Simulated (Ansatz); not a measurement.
## Run report: Si, geometry relaxation

System: Si (Pm-3m, 1 atom in the cell).
Method: DFT r2SCAN, scalar-relativistic, plane waves, PAW, no spin polarisation (Ansatz 0.2.0).

The structure was made by swapping elements on the sites of another compound; it need not be a known phase. It belongs to a series of runs on one base structure; here: trigonal selenium type (P3_121, No. 152).

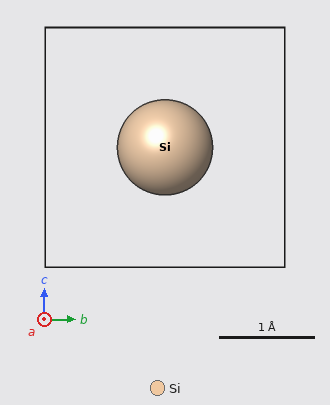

The structure as given in the input (ball-and-stick view of the cell of the calculation, along the a axis). Near neighbours in the crystal (not all of them lie inside the picture): Si has 6 Si at 2.52 Å.

**Input file**
```yaml
crystal:
  lattice:
    - [2.5245844849, 0.0, 0.0]
    - [0.0, 2.5245844849, 0.0]
    - [0.0, 0.0, 2.5245844849]
  atoms:
    - { symbol: Si, position: [0.5, 0.5, 0.5] }
basis:
  ecutwfc: 500
kpoints:
  mp_grid: { grid: [22, 22, 22] }
hamiltonian:
  xc: r2scan
scf:
  occupations: { method: gaussian, width: 0.1 }
output:
  forces: true
  stress: true
  eigenvalues: true
relax:
  adjacent_minimum: "off"
  f_tol: 0.01
  max_steps: 80
  cell: { stress_tol: 0.05 }
```

**What the program printed**
```
Engine: ansatz 0.2.0, x86_64-unknown-linux-gnu
Pseudopotentials: kind: paw
Pseudopotential: Si, paw, valence charge 4, recommended cutoff 500 eV (meta_gga), Si.paw.azcp
Functional definition: r2SCAN
  parameter k0 = 0.174
  parameter k1 = 0.065
  parameter a1 = 4.9479
  exchange = r2scan_x(k0 = k0, k1 = k1, a1 = a1)
  correlation = r2scan_c
Crystal: 1 atoms, lattice volume = 16.091 Å³
Basis set: ecut = 500 eV, 437 PW (Γ), exchange–correlation on 80×80×80 points (64 copies of the dense FFT grid, shifted against one another)
Bands: 6, of which v1, the nominal top of the filled ones, is band 2 counted from 1 (1 counted from 0)
Symmetry: 48 space group operations
Space group: Pm-3m (ITA 221), of the structure as read, at distance tolerance 2.5e-5 Å
k-points: 364 of 10648
Non-local potential: Si, projectors of the file, l = 0: 2, l = 1: 2, l = 2: 2
PAW form: soft (Blöchl's): semilocal exchange-correlation on the pseudo side does not see the compensation charge
PAW frozen core: Si, regenerated for the run's functional (the file was generated under x = pbe(κ = 0.804, μ = 0.2195149727645171), c = pbe(β = 0.06672455060314922))
PAW one-centre angular grid: Si, 302 points (default); XC on 160 Gauss nodes
Initial density: superposition of atomic densities (neutral atoms: chi_scale 0, normalization atom), corrected by the library's trained network
Initial wavefunctions: pseudopotential atomic-orbital guess
Functional: x = r2scan, c = r2scan; τ floored in thin density (d = 2e-4 eV/Å³)
SCF iter   1: F=—  HF=-638.578367 eV  |F-HF|=—  |Δ(HF+E_count)|=         —  Δρ=3.61e-3  dr2=1.71e-3  dr2_τ=4.10e-3  ethr=1.77e-3  ⟨swp⟩=5.4  Hψ=21128  notcnv=0
preconditioner: auto → none  [metal: Δε(μ)=0.006 eV  Ē_g=14.367 eV  σ=0.100 eV  W_gap=0.03  n_scr=0 (ndim 8)  ℏωp=18.5 eV  f_vac=0.000  D(μ)=0.39/eV (n_scr^D=0)]
SCF iter   2: F=—  HF=-638.593966 eV  |F-HF|=—  |Δ(HF+E_count)|=   1.56e-2  Δρ=1.96e-3  dr2=4.05e-4  dr2_τ=2.35e-6  ethr=4.28e-5  ⟨swp⟩=2.0  Hψ=7234  notcnv=0  defer=41
SCF iter   3: F=—  HF=-638.594032 eV  |F-HF|=—  |Δ(HF+E_count)|=   6.55e-5  Δρ=1.20e-4  dr2=9.07e-7  dr2_τ=2.04e-7  ethr=1.01e-5  ⟨swp⟩=2.0  Hψ=2863  notcnv=0  defer=41
SCF iter   4: F=—  HF=-638.594035 eV  |F-HF|=—  |Δ(HF+E_count)|=   2.69e-6  Δρ=3.00e-5  dr2=5.41e-8  dr2_τ=2.22e-9  ethr=2.27e-8  ⟨swp⟩=2.0  Hψ=2892  notcnv=0  defer=41
iter 5 did not close the SCF: its close was put off for the readings that it lacked (scf_convergence_deferred on its scf_iter line)
SCF iter   5: F=-638.594035 eV  HF=-638.594035 eV  |F-HF|=2.59e-9  |Δ(HF+E_count)|=   2.15e-7  Δρ=3.79e-6  dr2=1.13e-9  dr2_τ=3.43e-11  ethr=1.35e-9  ⟨swp⟩=2.0  Hψ=2895  notcnv=0  defer=41
SCF iter   6: F=-638.594035 eV  HF=-638.594035 eV  |F-HF|=3.07e-12  |Δ(HF+E_count)|=   2.98e-9  Δρ=1.03e-7  dr2=4.20e-13  dr2_τ=4.83e-14  ethr=2.82e-11  ⟨swp⟩=1.5  Hψ=6697  notcnv=0
SCF 1 converged in 6 iterations: F = -638.594035 eV  dr2 = 4.20e-13
  greatest PAW one-centre occupation: 0.672 electrons in one spin orbital (limit 2), on the Si atom at site 0 (counted from 0), in its partial waves of l = 0
relax step   1: F+E_penalty+E_count = -638.59403474 eV  Δ(F+E_penalty+E_count) = +0.000e0 eV  max|allowed force component| = 0.000e0 eV/Å  Δτ_max = 0.0000 Å  P = +0.171 GPa  Ω = 16.091 Å³  (6 SCF iters, dr2 threshold 1.00e-7 eV, accepted)
Crystal: 1 atoms, lattice volume = 16.111 Å³
Initial density: handed on by an earlier stage of this run
Initial wavefunctions: those handed on with the density
iter 1 solved again at ethr=3.22e-9 eV; its pass at ethr=3.10e-3 eV (dr2=1.29e-7 eV) is discarded
SCF iter   1: F=—  HF=-638.594044 eV  |F-HF|=—  |Δ(HF+E_count)|=         —  Δρ=3.18e-5  dr2=1.20e-7  dr2_τ=2.88e-7  ethr=3.22e-9  ⟨swp⟩=2.3  Hψ=21801  notcnv=0
preconditioner: auto → none  [metal: Δε(μ)=0.019 eV  Ē_g=14.315 eV  σ=0.100 eV  W_gap=0.10  n_scr=0 (ndim 8)  ℏωp=18.5 eV  f_vac=0.000  D(μ)=0.39/eV (n_scr^D=0)]
SCF iter   2: F=—  HF=-638.594047 eV  |F-HF|=—  |Δ(HF+E_count)|=   2.50e-6  Δρ=2.40e-5  dr2=7.69e-8  dr2_τ=3.88e-10  ethr=2.99e-9  ⟨swp⟩=2.0  Hψ=2931  notcnv=0
SCF iter   3: F=-638.594047 eV  HF=-638.594047 eV  |F-HF|=7.25e-9  |Δ(HF+E_count)|=   2.02e-8  Δρ=1.02e-5  dr2=1.86e-8  dr2_τ=2.26e-10  ethr=1.82e-9  ⟨swp⟩=5.0  Hψ=11420  notcnv=0
SCF 2 converged in 3 iterations: F = -638.594047 eV  dr2 = 1.86e-8
relax step   2: F+E_penalty+E_count = -638.59404696 eV  Δ(F+E_penalty+E_count) = -1.222e-5 eV  max|allowed force component| = 0.000e0 eV/Å  Δτ_max = 0.0000 Å  P = +0.036 GPa  Ω = 16.111 Å³  energy of the carried Pulay correction = -1.127e-6 eV  (3 SCF iters, dr2 threshold 7.28e-8 eV, accepted)
Initial wavefunctions: pseudopotential atomic-orbital guess (no wavefunctions were taken with the density)
iter 1 solved again at ethr=5.22e-8 eV; its pass at ethr=3.10e-3 eV (dr2=2.09e-6 eV) is discarded
SCF iter   1: F=—  HF=-638.594049 eV  |F-HF|=—  |Δ(HF+E_count)|=         —  Δρ=1.01e-5  dr2=1.83e-8  dr2_τ=2.34e-10  ethr=5.22e-8  ⟨swp⟩=3.1  Hψ=27479  notcnv=0
preconditioner: auto → none  [metal: Δε(μ)=0.019 eV  Ē_g=14.316 eV  σ=0.100 eV  W_gap=0.11  n_scr=0 (ndim 8)  ℏωp=18.5 eV  f_vac=0.000  D(μ)=0.39/eV (n_scr^D=0)]
SCF iter   2: F=—  HF=-638.594048 eV  |F-HF|=—  |Δ(HF+E_count)|=   6.00e-7  Δρ=5.20e-6  dr2=4.58e-9  dr2_τ=2.57e-11  ethr=4.57e-10  ⟨swp⟩=2.0  Hψ=2878  notcnv=0
SCF iter   3: F=-638.594048 eV  HF=-638.594048 eV  |F-HF|=6.03e-12  |Δ(HF+E_count)|=   2.43e-9  Δρ=2.29e-7  dr2=4.75e-12  dr2_τ=2.16e-13  ethr=1.00e-12  ⟨swp⟩=4.3  Hψ=9299  notcnv=0
SCF 3 converged in 3 iterations: F = -638.594048 eV  dr2 = 4.75e-12
relax step   3: F+E_penalty+E_count = -638.59404796 eV  Δ(F+E_penalty+E_count) = -9.985e-7 eV  max|allowed force component| = 0.000e0 eV/Å  Δτ_max = 0.0000 Å  P = +0.036 GPa  Ω = 16.111 Å³  stress off target by 3.57e-2 GPa  SCF on the basis re-selected at this cell (its energy is not comparable with the rows above)  (3 SCF iters)
```

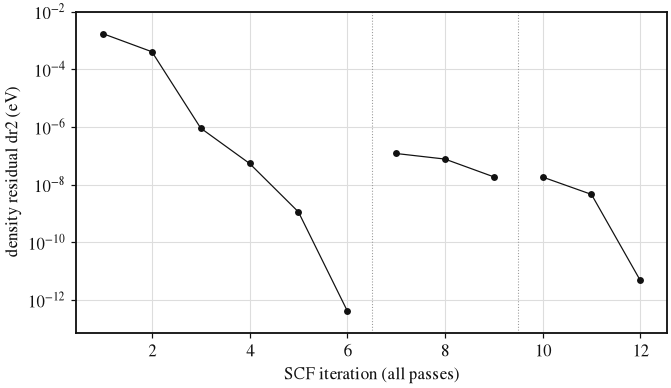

Convergence of the self-consistent field: density residual dr2 against the SCF iteration. The dotted lines part the SCF passes of the relaxation: geometry steps, rejected trials and re-solves on a re-selected basis. The passes take 6, 3 and 3 iterations.

```
basis re-selected at this cell: Δ(F+E_penalty+E_count) = -9.985e-7 eV, ΔP = -0.000 GPa vs the last step (what re-selecting the basis moved, of the pressure what is left beyond the Pulay correction that the steps carried, after the strain that the cell walked since its last selection, with what the two solves' SCF thresholds leave and, on support functions, any second-order correction that the steps lacked; it is no measure of the basis error at this ecutwfc). This SCF's stress stands 3.57e-2 GPa from its target on what of the cell is left free (relax.cell.stress_tol is 5.00e-2 GPa) and its largest allowed force component is 0.00e0 eV/Å (relax.f_tol is 1.00e-2 eV/Å): within both
SCF converged after 3 iterations
Free energy (F): -638.594048 eV
Harris-Foulkes:  -638.594048 eV  (|F-HF|=6.03e-12)
Internal energy: -638.592093 eV  (E = F + TS)
E sigma→0 (E₀):  -638.593071 eV
Entropy (-TS):   -0.001955 eV (-1.955 meV/atom)
Fermi energy:    8.907431 eV
--- Per-component energies (eV) ---
  E_band       = 13.205061
  E_kinetic    = 40.555707
  E_local      = -5.284347  (includes V_loc(G=0)·N_el)
  E_nonlocal   = 24.712036
  E_hartree    = 1.788356
  E_xc         = -51.730535
  E_vxc        = -50.292476  (∫ρ·V_xc dr)
  E_paw        = -519.146136  (= ΣΔE_a)
  E_vpaw       = -2.143650  (= ΣTr[D̂ρ^β])
  E_aug_tail   = 0.000005  (compensation charges beyond the density's cutoff)
  E_vtau       = 2.081074  (kinetic-family band-sum trace: ∫τ·v_τ [+ j·A + Jᵃ·Aᵃ] dr)
  E_ewald      = -129.410746
  E_core_change = -0.076433  (= ΣΔE_core)
  E_smearing   = -0.001955  (= −TS)
  E_closure    = 0.000000  (closes the sum)
  Σ components = -638.594048   (vs F -638.594048, Δ=0.00e0)
--- Forces (eV/Å), atoms counted from 1 ---
  atom   1  Si     0.00000000     0.00000000     0.00000000
  max |Σ_I F_I| component: 1.97e-31 eV/Å
--- Stress (GPa, compression-positive) ---
        0.035690      -0.000000       0.000000
       -0.000000       0.035690      -0.000000
        0.000000      -0.000000       0.035690
  P = ⅓ Tr σ = 0.0357 GPa (0.357 kbar)
--- Band table (eV; the first three rows and the last of 364) ---
  k-point 0: bands = ["-5.1329", "16.6495", "16.6495", "17.0559", "17.0559", "17.0559"]
  k-point 1: bands = ["-5.0842", "15.1900", "16.6889", "17.0966", "17.0966", "18.4527"]
  k-point 2: bands = ["-4.9382", "13.5325", "16.8063", "17.2184", "17.2184", "19.9071"]
  k-point 363: bands = ["9.3807", "9.3807", "9.3807", "13.0689", "14.2285", "14.2285"]
--- Relaxed structure (2 steps of the walk, 2 accepted, 1 SCFs on fresh bases) ---
  F+E_penalty+E_count = -638.59404796 eV   max|allowed force component| = 0.000e0 eV/Å   (the final SCF, on the basis selected at the relaxed cell)
  cell:  # Å, volume = 16.1112 Å³
    - [2.5256683306100896, 0.0, -3.209883240645393e-35]
    - [0.0, 2.5256683306100896, 3.209883240645393e-35]
    - [-3.209883240645393e-35, 3.209883240645393e-35, 2.5256683306100896]
  atoms:
    - { symbol: Si, position: [0.49999999999999994, 0.49999999999999994, 0.49999999999999994] }
```

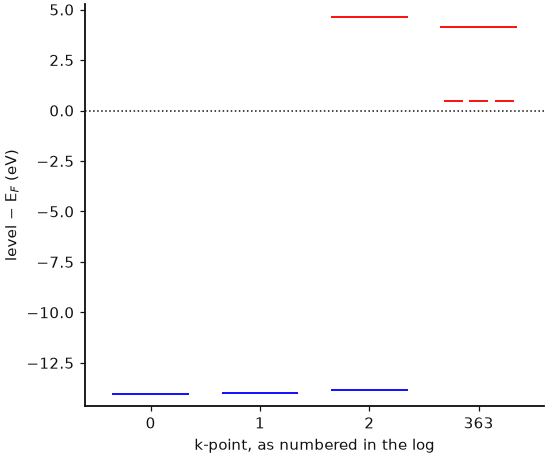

Kohn–Sham levels near the Fermi level (dotted) at the few k-points that the log prints; levels within 0.02 eV of each other stand side by side. The system is metallic on the full mesh.

**Key numbers**

| quantity | value |
| --- | --- |
| outcome | converged |
| space group (tolerance 0.01 Å) | Pm-3m (221) |
| electrons treated | 4 |
| free energy | −638.5940 eV |
| Fermi energy | 8.907 eV |
| gap on the k-point mesh | none (metallic) |
| pressure | 0.04 GPa |
| final volume | 16.11 Å³ |
| largest force (length of the vector) at the end | under 0.001 eV/Å |
| final cell | a = 2.526 Å, b = 2.526 Å, c = 2.526 Å, α = 90.00°, β = 90.00°, γ = 90.00° |
| hardware | 1 thread of an x86-64 CPU, shared host |
| wall time | 12 s |
| peak memory | 0.42 GiB |
